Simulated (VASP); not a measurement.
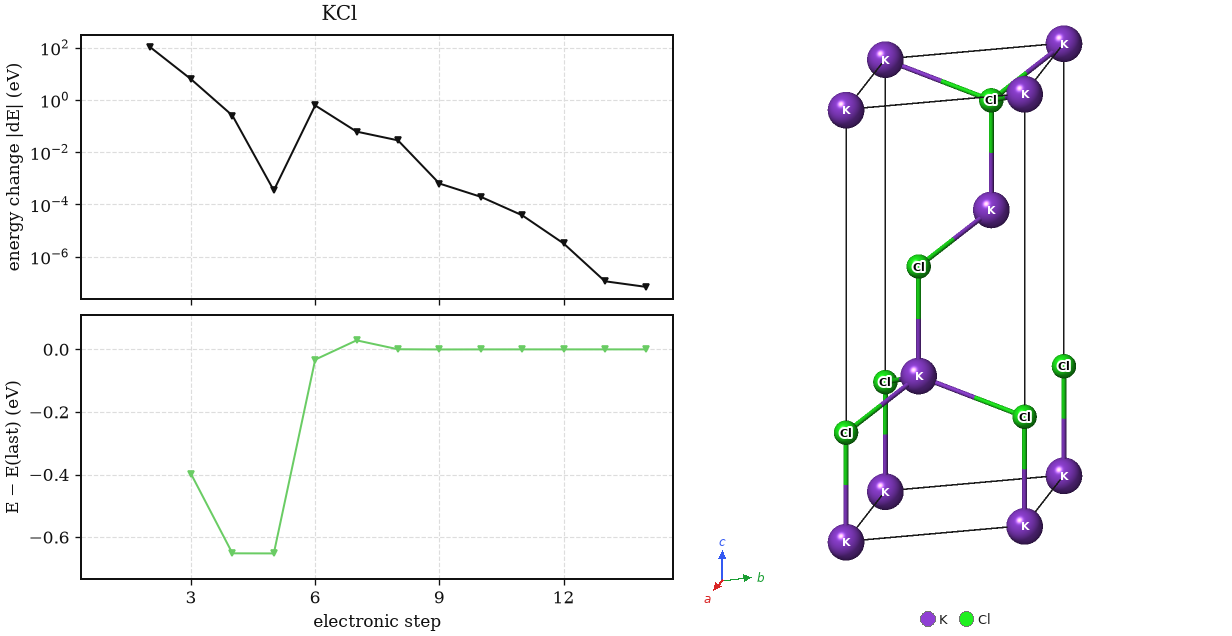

Beside the plot: the structure in its conventional cell.

The plot shows the electronic steps of a calculation: energy change |dE|, free energy less its last value. The first two energies lie far off the scale and aren't drawn.

KCl (2 atoms in the cell), run with VASP.

INCAR
```
ENCUT = 520.000000
SIGMA = 0.020000
EDIFF = 1.00e-07
GGA = PE
PREC = Accurate
IBRION = -1
ISIF = 2
ISMEAR = -1
NBANDS = 15
NSW = 0
LASPH = .TRUE.
LCHARG = .FALSE.
LWAVE = .FALSE.
LREAL = .FALSE.
NELM = 69
```

KPOINTS
```
KPOINTS created by Atomic Simulation Environment
0
Gamma
1 1 1
0 0 0
```

POSCAR
```
K  Cl
 1.0000000000000000
    -0.0519077859000000    3.4553750464999999    3.4553750464999999
     3.4553750464999999   -0.0519077859000000    3.4553750464999999
     3.4553750464999999    3.4553750464999999   -0.0519077859000000
 K   Cl
   1   1
Cartesian
 -0.0123186203254604 -0.0123186203254604 -0.0123186203254604
  1.7270291971004603  1.7270291971004603  1.7270291971004603
```

Was self-consistency reached?

Answer. Converged, in 14 steps. The energy change comes down, with one marked jump up, by about 3 orders of magnitude, at step 6. The jump at step 6 comes where the charge density, held fixed for the first 5 steps, starts to be updated.

Is anything amiss with this input?

Answer. The input holds a fault (one k point for a small cell). The SCF closed all the same, which doesn't make the results meaningful for the real system.
